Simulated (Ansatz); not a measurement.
Geometry relaxation of ZrN (part 3 of 3)

ZrN (slab, 6 atoms in the cell); DFT r2SCAN, scalar-relativistic, plane waves, PAW, no spin polarisation (Ansatz 0.2.0); cutoff 500 eV, 9×9×1 k-mesh, Gaussian smearing of 0.1 eV. The structure derives from an entry of the Crystallography Open Database. The input holds or restrains some coordinates. Forces given for the steps count only the free coordinates. It belongs to a series of runs on one base structure; here: clean slab, lower half held.

Geometry of the input (Å; fractional positions):
```
3.2430  0.0000  0.0000
-1.6215  2.8085  0.0000
0.0000  0.0000  23.6197
N  0.3333  0.6667  0.3599
Zr 0.6667  0.3333  0.4159
N  0.0000  0.0000  0.4720
Zr 0.3333  0.6667  0.5280
N  0.6667  0.3333  0.5841
Zr 0.0000  0.0000  0.6401
```

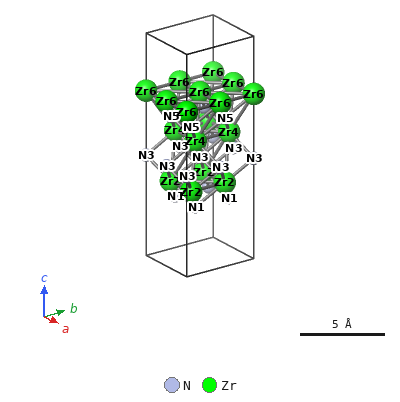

Fig. 1: The geometry at step 5 of the log (ball-and-stick view of the 2 × 2 repeat of the cell, with the vacuum cut short, seen slightly off an axis; atoms are numbered from 1 in the order of the input).

## Summary

- outcome: converged under the restraints of the input
- electrons treated: 51
- free energy: −13745.8386 eV
- work function, top face: 4.52 eV
- work function, bottom face: 8.57 eV
- Fermi energy: 1.368 eV
- gap on the k-point mesh: none (metallic)
- final volume: 215.12 Å³
- work function (upper face): 4.52 eV
- largest force (length of the vector) at the end, held atoms and coordinates included: 6.701 eV/Å
- wall time: 65 s (CPU time 2.1 min)
- peak memory: 0.84 GiB

## Notes

The program warns: the exchange-correlation potential is rough where the density is thin. The cell holds an odd number of electrons but the run has no spin polarisation, so a band is left half filled.
